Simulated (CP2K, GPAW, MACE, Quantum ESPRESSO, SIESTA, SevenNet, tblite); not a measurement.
# Running graphene armchair nanoribbon, H-capped (84 atoms) with SIESTA, part 2 of 2

Aim: run graphene armchair nanoribbon, H-capped (84 atoms) in SIESTA and see how near its forces come to a plane-wave reference, and at what cost.

Program: SIESTA 5.4.2; the method stands at each step. Banners, paths, timers and routine set-up lines are dropped from the logs unmarked, and long logs keep their key lines alone; longer cuts are marked. The potentials were converted by us to PSML.

So far. Step 3 (PBE, SZ, shift 0.01 Ry, mesh 300 Ry): Against the first run (16 %), the force difference from the reference is 68 %, at 0.31 times the CPU time, with 300 basis functions against 996: the smaller basis costs accuracy. Step 4 (RPBE, PBE potentials, DZP, shift 0.01 Ry, mesh 300 Ry): Against the first run (16 %), the force difference from the reference is 16 %, at 0.96 times the CPU time; the model has changed, so this is no error of the program alone.

### 5. PBE, DZP, shift 0.01 Ry, mesh 150 Ry

Method: Kohn-Sham DFT, PBE, PseudoDojo 0.4.1 norm-conserving pseudopotentials (converted to PSML), numerical atomic orbitals (DZP), diagonalisation.

input.fdf reads:

```
SystemLabel cell
NumberOfAtoms 84
NumberOfSpecies 2
%block ChemicalSpeciesLabel
  1 6 C
  2 1 H
%endblock ChemicalSpeciesLabel
LatticeConstant 1.0 Ang
%block LatticeVectors
  12.78253 0.00000 0.00000
  0.00000 25.41794 0.00000
  0.00000 0.00000 10.00000
%endblock LatticeVectors
PAO.BasisSize DZP
PAO.EnergyShift 0.01 Ry
XC.Functional GGA
XC.Authors PBE
MeshCutoff 150 Ry
%block kgrid_Monkhorst_Pack
  1 0 0 0.0
  0 1 0 0.0
  0 0 1 0.0
%endblock kgrid_Monkhorst_Pack
SolutionMethod diagon
OccupationFunction FD
ElectronicTemperature 580 K
SCF.Mixer.Method Pulay
SCF.Mixer.Weight 0.05
SCF.Mixer.History 8
SCF.Mix Hamiltonian
MaxSCFIterations 300
SCF.DM.Tolerance 1e-04
SCF.H.Tolerance 1.0e-3 eV
WriteForces T
Write.HirshfeldPop T
Write.VoronoiPop T
Write.DM F
Write.H F
XML.Write F
AtomicCoordinatesFormat Fractional
%block AtomicCoordinatesAndAtomicSpecies
[... 84 atom lines left out: the same atoms as in the first run ...]
%endblock AtomicCoordinatesAndAtomicSpecies
```

Started as:

```sh
> OMP_NUM_THREADS=1 siesta < input.fdf > output.txt
```

The log of the run:

```text
Version         : 5.4.2
reinit: System Name:
reinit: System Label: cell
initatom: Reading input for the pseudopotentials and atomic orbitals ----------
Species number:   1 Atomic number:    6 Label: C
Species number:   2 Atomic number:    1 Label: H
Ground state valence configuration (from tables):   2s02  2p02  3d00  4f00
[... lines left out ...]
SCF Convergence by DM+H criterion
[... lines left out ...]
SCF cycle converged after 16 iterations
[... lines left out ...]
   Max    6.854853
[... lines left out ...]
   Max    6.854853    constrained
Stress tensor Voigt[x,y,z,yz,xz,xy] (kbar):      -67.16      -70.90        0.16       -0.16        0.04       -0.56
[... lines left out ...]
siesta: FreeEng =    -11960.806222
[... lines left out ...]
siesta:         Fermi =      -3.817152
[... lines left out ...]
siesta:          45.96377343         30.91910842  kBar
    Orbital volume contribution        =          30.411544 eV
    (Free)E + p_basis*V_orbitals       =      -11930.394678 eV
    (Free)Eharris+ p_basis*V_orbitals  =      -11930.394682 eV
siesta: Electric dipole (a.u.)  =    0.000000    0.152807   -0.011376
siesta: Electric dipole (Debye) =    0.000000    0.388398   -0.028914
Hirshfeld Atomic Populations:
Atom #   charge [q] valence [e]  Species
     1     0.004159    3.995841  C
     2    -0.037275    4.037275  C
     3    -0.032845    4.032845  C
[...]
73     0.030502    0.969498  H
    74     0.022838    0.977162  H
    75     0.031716    0.968284  H
[...]
--------------------
 Total    -0.000038
Voronoi Atomic Populations:
Atom #   charge [q] valence [e]  Species
[...]
71    -0.010112    4.010112  C
    72    -0.018752    4.018752  C
[...]
83     0.017384    0.982616  H
    84     0.007276    0.992724  H
--------------------
 Total    -0.000027
```

It took 2 min on 1 thread of Arm Neoverse N1, shared host; peak memory 0.56 GiB.

Numbers from this run, and their distance from the reference:

| Property | Result |
| --- | --- |
| r.m.s. force component | 1.541 eV/Å |
| r.m.s. difference of force components | 224 meV/Å |
| longest difference of force vectors | 773.9 meV/Å |
| force difference over r.m.s. force | 16.05 % |
| slope of forces against the reference's | 1.097 |
| correlation of force components | 0.9933 |
| gap (highest filled to lowest empty level) | 0.5391 eV |
| gap difference | 0.0184 eV |
| energy less the same-level run's | 0.2255 meV/atom |
| r.m.s. force difference from the same-level run | 2.572 meV/Å |

This is a coarse setting, run to see what it loses.

Against the first run (16 %), the force difference from the reference is 16 %, at 0.41 times the CPU time: the change moves forces by 2.6 meV/Å r.m.s., so most of the difference comes from elsewhere.

### 6. PBE, TZP, shift 0.01 Ry, mesh 300 Ry

Method: Kohn-Sham DFT, PBE, PseudoDojo 0.4.1 norm-conserving pseudopotentials (converted to PSML), numerical atomic orbitals (TZP), diagonalisation.

input.fdf, as its differences from that of step 5:

```diff
@@ -13,3 +13,3 @@
 %endblock LatticeVectors
-PAO.BasisSize DZP
+PAO.BasisSize TZP
 PAO.EnergyShift 0.01 Ry
@@ -17,3 +17,3 @@
 XC.Authors PBE
-MeshCutoff 150 Ry
+MeshCutoff 300 Ry
 %block kgrid_Monkhorst_Pack
```

Started as:

```sh
> OMP_NUM_THREADS=1 mpirun -np 2 siesta < input.fdf > output.txt
```

The log of the run:

```text
Version         : 5.4.2
reinit: System Name:
reinit: System Label: cell
initatom: Reading input for the pseudopotentials and atomic orbitals ----------
Species number:   1 Atomic number:    6 Label: C
Species number:   2 Atomic number:    1 Label: H
Ground state valence configuration (from tables):   2s02  2p02  3d00  4f00
[... lines left out ...]
SCF Convergence by DM+H criterion
[... lines left out ...]
SCF cycle converged after 17 iterations
[... lines left out ...]
   Max    6.724894
[... lines left out ...]
   Max    6.724894    constrained
Stress tensor Voigt[x,y,z,yz,xz,xy] (kbar):      -65.39      -69.14        0.16       -0.16        0.03       -0.54
[... lines left out ...]
siesta: FreeEng =    -11962.362437
[... lines left out ...]
siesta:         Fermi =      -3.840081
[... lines left out ...]
siesta:          44.78885225         30.08901661  kBar
    Orbital volume contribution        =          37.695883 eV
    (Free)E + p_basis*V_orbitals       =      -11924.666554 eV
    (Free)Eharris+ p_basis*V_orbitals  =      -11924.666556 eV
siesta: Electric dipole (a.u.)  =    0.000000    0.152373   -0.011563
siesta: Electric dipole (Debye) =    0.000000    0.387293   -0.029389
Hirshfeld Atomic Populations:
Atom #   charge [q] valence [e]  Species
     1     0.004347    3.995653  C
     2    -0.036505    4.036505  C
     3    -0.032320    4.032320  C
[...]
73     0.029864    0.970136  H
    74     0.022246    0.977754  H
    75     0.031095    0.968905  H
[...]
--------------------
 Total    -0.000011
Voronoi Atomic Populations:
Atom #   charge [q] valence [e]  Species
[...]
71    -0.005434    4.005434  C
    72    -0.020112    4.020112  C
[...]
83     0.013685    0.986315  H
    84     0.009173    0.990827  H
--------------------
 Total    -0.000012
```

Elapsed: 3.6 min, on 2 MPI ranks; peak memory 1.5 GiB.

Numbers from this run, and their distance from the reference:

```yaml
r_m_s_force_component: 1.511 eV/Å
r_m_s_difference_of_force_components: 198.5 meV/Å
longest_difference_of_force_vectors: 762.5 meV/Å
force_difference_over_r_m_s_force: 14.22 %
slope_of_forces_against_the_reference_s: 1.076
correlation_of_force_components: 0.9938
spacing_of_highest_filled_and_lowest_empty_level: 0.5392 eV
gap_difference: 0.0185 eV
```

Against the first run (16 %), the force difference from the reference is 14 %, at 1.5 times the CPU time (on 2 against 1 cores), with 1296 basis functions against 996: the larger basis brings the forces nearer.

The difference per atom is largest on H (0.67 eV/Å on average, against 0.22 on C).

### 7. All runs compared

Differences are against the plane-wave reference, forces as r.m.s. over components; share is that over the reference's r.m.s. force, slope the least-squares factor from reference forces to these. Total energies of different programs have different zeros and aren't compared.

```
                                                         run  Δ force, r.m.s. (meV/Å)  share (%)  slope  Δ gap (eV)  cores  CPU time  memory (GiB)
                                                   reference                        -          -      -           -      1    53 min           9.2
                 SIESTA PBE, DZP, shift 0.01 Ry, mesh 300 Ry                      225       16.2  1.097      0.0185      1   4.9 min           1.1
         SIESTA PBE, SZ, shift 0.01 Ry, mesh 300 Ry (coarse)                      947       67.9  1.280      0.0427      1      90 s          0.75
SIESTA RPBE, PBE potentials, DZP, shift 0.01 Ry, mesh 300 Ry                      217       15.6  1.098      0.0215      1   4.7 min           1.1
        SIESTA PBE, DZP, shift 0.01 Ry, mesh 150 Ry (coarse)                      224       16.1  1.097      0.0184      1     2 min          0.56
                 SIESTA PBE, TZP, shift 0.01 Ry, mesh 300 Ry                      198       14.2  1.076      0.0185      2   7.3 min           1.5
```

Rows marked coarse were listed beforehand as settings not expected to be converged; some can still land near the reference.

CPU time is summed over cores on a shared host, where runs went side by side, so it is rough. Symmetry, cutoffs, thresholds, outputs and thread counts weren't matched or tuned between programs; memory under MPI is the largest rank's times the ranks.

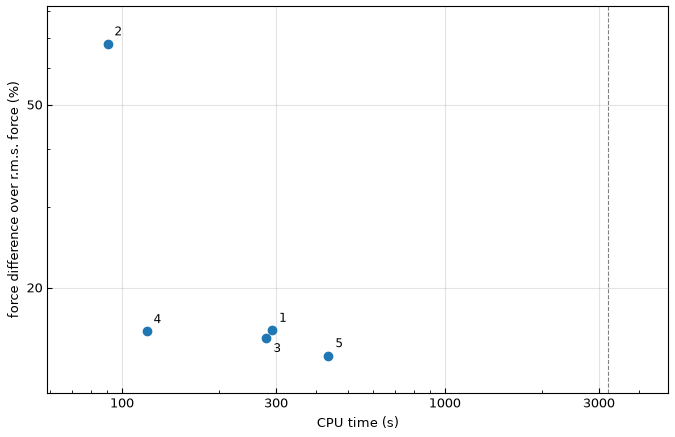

Force difference against CPU time; the dashed line marks the reference's time. Points: 1 SIESTA PBE, DZP, shift 0.01 Ry, mesh 300 Ry; 2 SIESTA PBE, SZ, shift 0.01 Ry, mesh 300 Ry; 3 SIESTA RPBE, PBE potentials, DZP, shift 0.01 Ry, mesh 300 Ry; 4 SIESTA PBE, DZP, shift 0.01 Ry, mesh 150 Ry; 5 SIESTA PBE, TZP, shift 0.01 Ry, mesh 300 Ry.

Mean charges by element (e), by run and scheme:

```
                                                         run     scheme     C      H
                 SIESTA PBE, DZP, shift 0.01 Ry, mesh 300 Ry  Hirshfeld  0.00  +0.03
SIESTA RPBE, PBE potentials, DZP, shift 0.01 Ry, mesh 300 Ry  Hirshfeld  0.00  +0.03
                 SIESTA PBE, TZP, shift 0.01 Ry, mesh 300 Ry  Hirshfeld  0.00  +0.03
```

Within one program, basis, potentials and functional, energies share a zero. Each run against its twin at the usual cutoff or grid and solver:

```
                                        run                             twin  Δ energy (meV/atom)  Δ force, r.m.s. (meV/Å)  CPU time over the twin's
SIESTA PBE, DZP, shift 0.01 Ry, mesh 150 Ry  DZP, shift 0.01 Ry, mesh 300 Ry                0.226                     2.57                      0.41
```

### 8. Outcome

```yaml
nearest_in_forces: SIESTA PBE, TZP, shift 0.01 Ry, mesh 300 Ry, 14 %
its_cpu_time: 7.3 min
```

In words: The PBE runs in local orbitals, coarse settings apart, differ by 14 % (SIESTA PBE, TZP, shift 0.01 Ry, mesh 300 Ry) to 16 % (SIESTA PBE, DZP, shift 0.01 Ry, mesh 300 Ry); basis, grid and potentials can all enter. Rows with another functional or a dispersion term differ by 16 % (SIESTA RPBE, PBE potentials, DZP, shift 0.01 Ry, mesh 300 Ry), which mixes the change of model with differences of basis and potentials, some of them made for another functional. Runs with settings chosen to be coarse differ by 16 % (SIESTA PBE, DZP, shift 0.01 Ry, mesh 150 Ry) to 68 % (SIESTA PBE, SZ, shift 0.01 Ry, mesh 300 Ry), their programs' other errors included. Of the electronic-structure runs that take under half the reference's CPU time, SIESTA PBE, TZP, shift 0.01 Ry, mesh 300 Ry comes nearest, at 14 % in 7.3 min against 53 min. In SIESTA PBE, TZP, shift 0.01 Ry, mesh 300 Ry the difference has nearly one length on every H (0.67 eV/Å) and points along its bond, outwards: this method prefers longer bonds, and stiff bonds to hydrogen turn a small shift into a large force. At the same functional, gaps differ from the reference's 0.521 eV by between +0.02 and +0.04 eV. These are spacings on the run's k-points, which needn't hold the band edges. The mean charges agree among these rows within 0.01 e. With short bonds to hydrogen, sets of potentials differ among themselves by several per cent in forces even at converged cutoffs, so the reference isn't exact here either. The runs have no spin polarisation, so any moments at edges, vacancies or dangling bonds can't form. The electronic-structure runs sample only Γ, in a cell whose periodic width is 13 Å.

[Also dropped from logs without a mark: logging warnings of Python, and SIESTA's first energy breakdown and zero terms.]

[Logs are printed without paths, hosts, clocks, repeated set-up lines and the standing remarks that a program may print on its own settings, such as how far it seeks lower states.]

[Hosts, paths, dates, database ids (printed as entryN), source tags and the programs' standing remarks are cut or masked in the printed files.]
